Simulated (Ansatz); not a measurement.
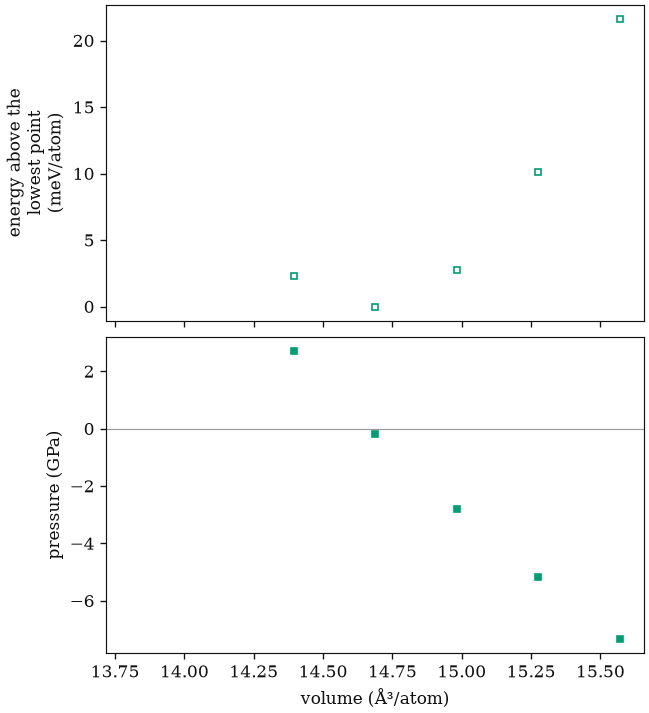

The picture above shows the energy above the lowest point and pressure against volume for V, space group Pm-3m (No. 221) (one of a set of cubic test structures, which need not be the stable phase).

Calculation (Ansatz 0.2.0 development build): equation of state of a cubic crystal from periodic Kohn-Sham density functional theory without spin, third-order Birch-Murnaghan fit to the free energies; pressure corrected for the finite basis. Level: PBE.

| setting | value |
| --- | --- |
| structure type | simple cubic |
| atoms in cell | 1 |
| space group number | 221 |
| lattice centring | simple cubic |
| k mesh | 22×22×22 |
| occupation method | Fermi–Dirac |
| occupation width | 0.06123 eV |
| wave cutoff | 700 eV |
| datasets | hard PAW |
| density tolerance | 1e−09 eV |
| bands | 11 |
| density cutoff ratio | 4 |
| search for lower states | default |

The points at volume 13.81 Å³/atom and 14.10 Å³/atom are left out of the plot. What values does the calculation give there?

```csv
volume (Å³/atom),energy above the lowest point (meV/atom),pressure (GPa)
13.81,24.1,9.4
14.10,10.1,5.9
```

Note: cubic model structure, not the ambient form; modest k-mesh, values are not fully converged in k.
